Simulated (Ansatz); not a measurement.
```
Ge Si
1.0
     3.93031    0.00000    0.00000
    -1.96515    3.40375    0.00000
     0.00000    0.00000    6.49350
Ge Si
2 2
Direct
  0.33333 0.66667 0.00039
  0.66667 0.33333 0.50039
  0.33333 0.66667 0.37461
  0.66667 0.33333 0.87461
```

Space group P6₃mc; a structure from a database of computed crystals, not necessarily the ambient phase; computed pressure about −4 GPa in this cell.

Level of theory: Kohn-Sham DFT of a periodic cell, LDA, Ansatz PAW (Ansatz 0.2.0).

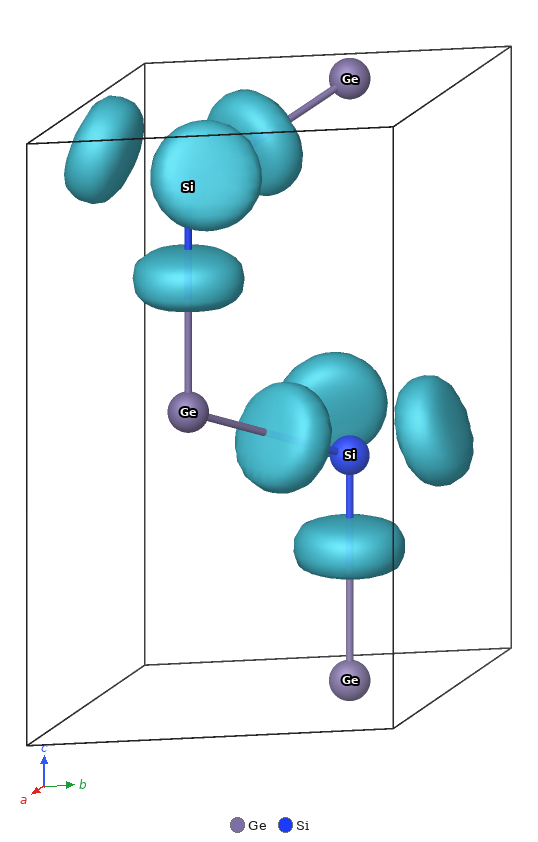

SiGe. Isosurface of the electron localisation function at 0.8 (cyan), seen slightly off an axis. Core shells and regions of very low density are left out. Sticks mark near contacts.

Core electrons are frozen (PAW), and the valence fields are smoothed inside the atomic spheres.

### Identify the bonds, lone pairs and shells in this picture.

The ELF exceeds this value in eight regions between bonded Ge–Si atoms (shared pairs), counted in one cell of 4 atoms. Any copies at cell faces, edges or corners count once.

Values along the shortest contacts:
Si–Ge (2.41 Å): the ELF peaks at about 0.90 between the atoms: localised, covalent bonding.

### Metal or insulator at this level of theory?

It is gapped, with a Kohn–Sham gap of 0.30 eV on the k-point mesh, an upper bound to the gap of this method.
